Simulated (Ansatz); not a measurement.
Consider BN.

The calculation's input:

```
crystal:
  lattice:
    - [-0.0232776792, 1.7225482609, 1.7225482609]
    - [1.7225482609, -0.0232776792, 1.7225482609]
    - [1.7225482609, 1.7225482609, -0.0232776792]
  atoms:
    - { symbol: B, position: [0.0, 0.0, 0.0] }
    - { symbol: "N", position: [0.5, 0.5, 0.5] }
kpoints:
  mp_grid: { grid: [8, 8, 8] }
  band_path:
    path:
      - [0.0, 0.0, 0.0]
      - [0.5, 0.0, 0.5]
      - [0.625, 0.25, 0.625]
      - [0.375, 0.375, 0.75]
      - [0.5, 0.5, 0.5]
      - [0.5, 0.25, 0.75]
      - [0.0, 0.165365, -0.165365]
      - [0.0, 0.5, 0.5]
    npoints: 1
hamiltonian:
  xc: hse06
scf:
  occupations: { method: fixed }
  n_extra_bands: 4
output:
  forces: true
  stress: true
  eigenvalues: true
  write_density: true
  write_potential: true
  elf: true
  volumetric_format: npy
```

Run with:

```sh
ansatz run input.yaml --threads 2 --pin off --max-ram 2211MiB --backend cpu --events-out ev --progress --plain --runs-dir out
```

Below, planes, directions and counts refer to the conventional cell (a = 2.47 Å, b = 2.47 Å, c = 5.93 Å, α = 90.00°, β = 90.00°, γ = 120.00°).

Space group R-3m; started from the rocksalt prototype, which need not be the ambient phase; changed on purpose from its base cell (shear 111 strain -2.0%).

Theory: Ansatz, DFT, HSE06, plane waves, PAW.

Predict the valence pseudo-density and electron localisation function between the atoms.

Answer. B–N (1.73 Å): the density is about 0.95 e/Å³ at the midpoint; the ELF peaks at about 0.85 between the atoms.

Does the calculation make it a metal, or give it a gap?

Answer. It is gapped, with a Kohn–Sham gap of 2.2 eV on the k-point mesh (the band edges may lie off the mesh, which would make the gap smaller).

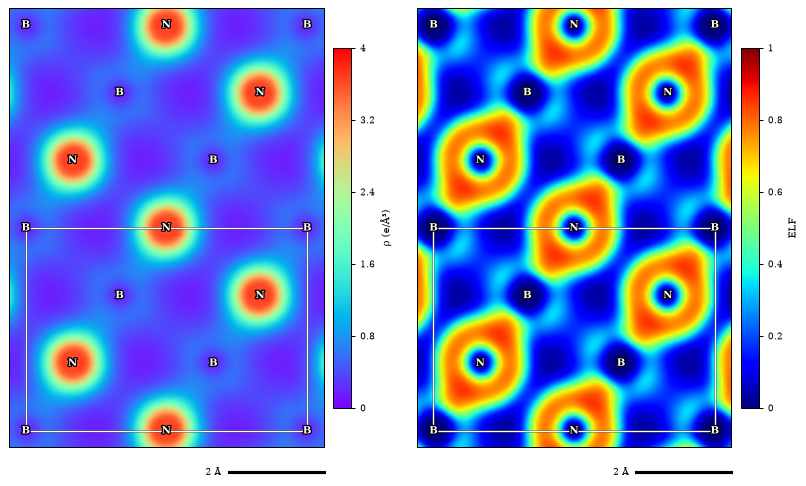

Computed valence pseudo-density and electron localisation function on the (110) plane of the conventional cell, in this order. 
